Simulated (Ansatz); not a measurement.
**Geometry relaxation of Ti (part 3 of 3)**

The same run, continued: Ti (slab, 16 atoms in the cell); DFT PBE+D3(BJ), scalar-relativistic, plane waves, PAW, no spin polarisation (Ansatz 0.2.0); cutoff 420 eV, 4×4×1 k-mesh, Gaussian smearing of 0.1 eV. The structure derives from an entry of the Crystallography Open Database. The input holds or restrains some coordinates. Forces given for the steps count only the free coordinates. It belongs to a series of runs on one base structure; here: clean slab, lower planes held.

Geometry of the input (Å; fractional positions):
```
5.7103  0.0000  0.0000
0.0000  5.7103  0.0000
0.0000  0.0000  22.0567
Ti 0.2500  0.2500  0.3627
Ti 0.2500  0.7500  0.3627
Ti 0.7500  0.2500  0.3627
Ti 0.7500  0.7500  0.3627
Ti 0.5000  0.5000  0.4542
Ti 0.5000  0.0000  0.4542
Ti 0.0000  0.5000  0.4542
Ti 0.0000  0.0000  0.4542
Ti 0.7500  0.7500  0.5458
Ti 0.7500  0.2500  0.5458
Ti 0.2500  0.7500  0.5458
Ti 0.2500  0.2500  0.5458
Ti 0.0000  0.0000  0.6373
Ti 0.0000  0.5000  0.6373
Ti 0.5000  0.0000  0.6373
Ti 0.5000  0.5000  0.6373
```

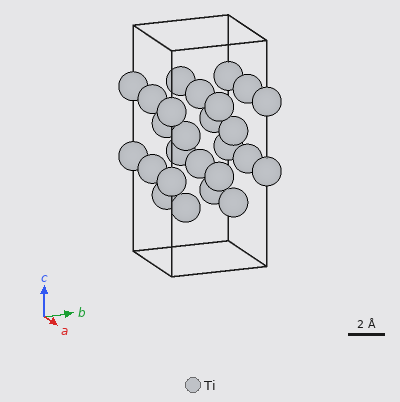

The geometry at step 4 of the log (spheres-only view of the cell of the calculation, with the vacuum cut short, seen slightly off an axis).

Key numbers

```tsv
quantity	value
outcome	converged under the restraints of the input
electrons treated	192
free energy	−39994.0983 eV
work function, top face	4.12 eV
work function, bottom face	4.10 eV
Fermi energy	2.753 eV
gap on the k-point mesh	none (metallic)
final volume	719.21 Å³
work function (upper face)	4.12 eV
largest force (length of the vector) at the end, held atoms and coordinates included	0.497 eV/Å
wall time	67 s (CPU time 4.4 min)
peak memory	1.7 GiB
```

Remarks

Warnings of the run: the exchange-correlation potential is rough where the density is thin.
